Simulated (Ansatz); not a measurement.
Take the following structure.

```
Si C
1.0
     3.07756    0.00000    0.00000
    -1.53878    2.66524    0.00000
     0.00000    0.00000   12.07677
Si C
4 4
Cartesian
  1.5388 0.8884 0.9476
  0.0000 1.7768 5.9860
  0.0000 0.0000 8.5057
  0.0000 0.0000 3.4673
  1.5388 0.8884 9.1296
  0.0000 1.7768 4.0912
  0.0000 0.0000 6.6171
  0.0000 0.0000 1.5787
```

> What does this file describe?

Chemical formula SiC. It is primitive hexagonal, space group P3m1 (No. 156). Counting shared atoms by their share gives 4 Si, 4 C, or 8 atoms. The numbers of neighbours within bonding distance are Si 3 to 4 (mean 3.8) and C 3 to 4 (mean 3.8). The bonds build SiC layers parallel to (001).

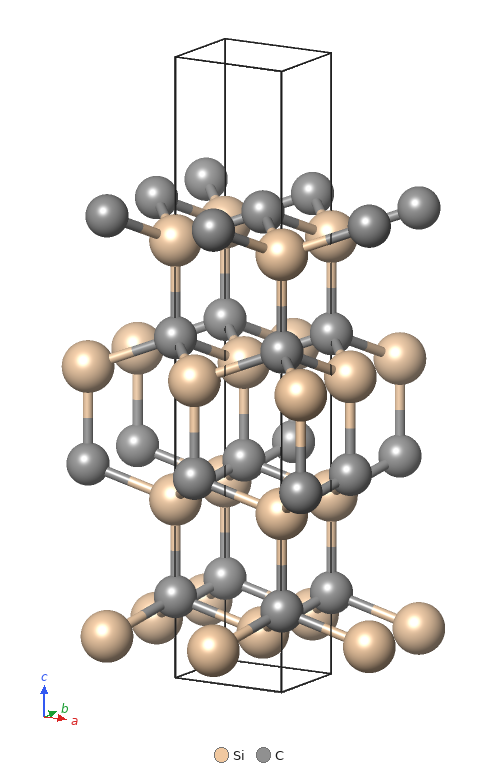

Drawn in the ball-and-stick manner and seen slightly off an axis. The box is the conventional unit cell; atoms on or close to its faces, edges and corners are drawn wherever they repeat. Bonded atoms from the next cells complete the picture. Colours: silicon light orange, carbon grey.

The initial geometry was a structure listed in the Materials Project. The cell was then strained or its atoms displaced on purpose. An electronic-structure calculation with Ansatz was run on it.

At this level of theory the cell isn't at rest (forces up to 3.2 eV/Å), so its distances can differ from those at equilibrium, the more so the softer the solid.
